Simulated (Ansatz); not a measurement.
Structure data:

```yaml
crystal:
  lattice:
    - [5.59894, 0.00000, 0.00000]
    - [-2.79947, 4.84882, 0.00000]
    - [0.00000, 0.00000, 15.58101]
  atoms:
    - { symbol: Zr, position: [0.67499, 0.00000, 0.25000] }
    - { symbol: Zr, position: [0.32501, 0.32501, 0.25000] }
    - { symbol: Zr, position: [0.00000, 0.67499, 0.25000] }
    - { symbol: Zr, position: [0.33333, 0.99168, 0.41667] }
    - { symbol: Zr, position: [0.00832, 0.34165, 0.41667] }
    - { symbol: Zr, position: [0.65835, 0.66667, 0.41667] }
    - { symbol: N, position: [0.66667, 0.33333, 0.17200] }
    - { symbol: N, position: [0.33333, 0.66667, 0.32800] }
    - { symbol: N, position: [0.00000, 0.00000, 0.33867] }
    - { symbol: N, position: [0.66667, 0.33333, 0.49466] }
    - { symbol: Zr, position: [0.34165, 0.33333, 0.58333] }
    - { symbol: Zr, position: [0.99168, 0.65835, 0.58333] }
    - { symbol: Zr, position: [0.66667, 0.00832, 0.58333] }
    - { symbol: Zr, position: [0.00000, 0.32501, 0.75000] }
    - { symbol: Zr, position: [0.67499, 0.67499, 0.75000] }
    - { symbol: Zr, position: [0.32501, 0.00000, 0.75000] }
    - { symbol: N, position: [0.33333, 0.66667, 0.50534] }
    - { symbol: N, position: [0.00000, 0.00000, 0.66133] }
    - { symbol: N, position: [0.66667, 0.33333, 0.67200] }
    - { symbol: N, position: [0.33333, 0.66667, 0.82800] }
    - { symbol: Zr, position: [0.00832, 0.66667, 0.91667] }
    - { symbol: Zr, position: [0.65835, 0.99168, 0.91667] }
    - { symbol: Zr, position: [0.33333, 0.34165, 0.91667] }
    - { symbol: Zr, position: [0.66667, 0.65835, 0.08333] }
    - { symbol: Zr, position: [0.34165, 0.00832, 0.08333] }
    - { symbol: Zr, position: [0.99168, 0.33333, 0.08333] }
    - { symbol: N, position: [0.00000, 0.00000, 0.83867] }
    - { symbol: N, position: [0.66667, 0.33333, 0.99466] }
    - { symbol: N, position: [0.33333, 0.66667, 0.00534] }
    - { symbol: N, position: [0.00000, 0.00000, 0.16133] }
```

Question: What would you see if this were drawn?

Answer: Chemical formula Zr3N2. Its lattice is rhombohedral (trigonal R), its space group R-3c (No. 167). It has 30 atoms to the cell (18 Zr, 12 N).

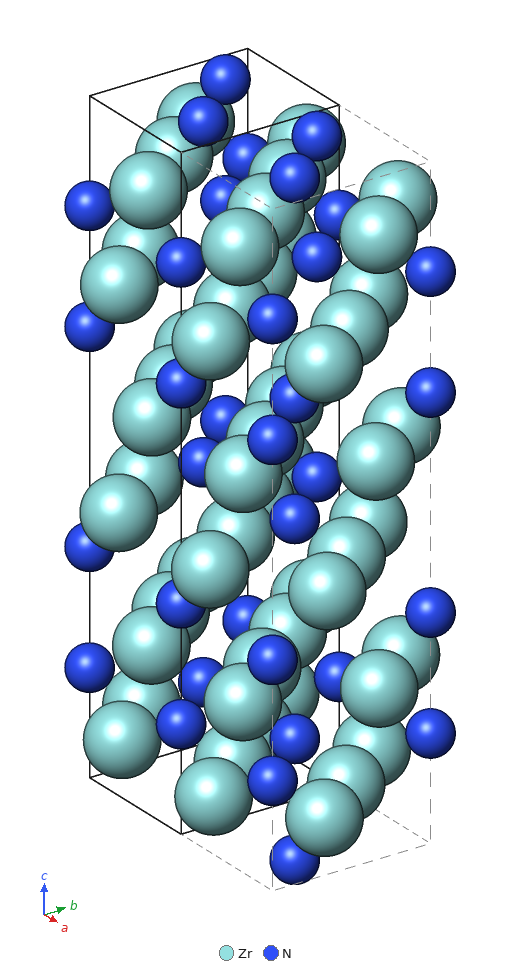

Structure drawing (spheres-only), viewed slightly off an axis. The structure is repeated 2×1×1 times; solid lines mark one conventional unit cell. Colours: zirconium light teal, nitrogen blue.

The structure was taken from a structure listed in the Materials Project. Earlier steps of the study, as a rule a relaxation of our own, may have changed the cell and positions, so they can lie some per cent off the listed ones. It was run through Ansatz as a DFT input.
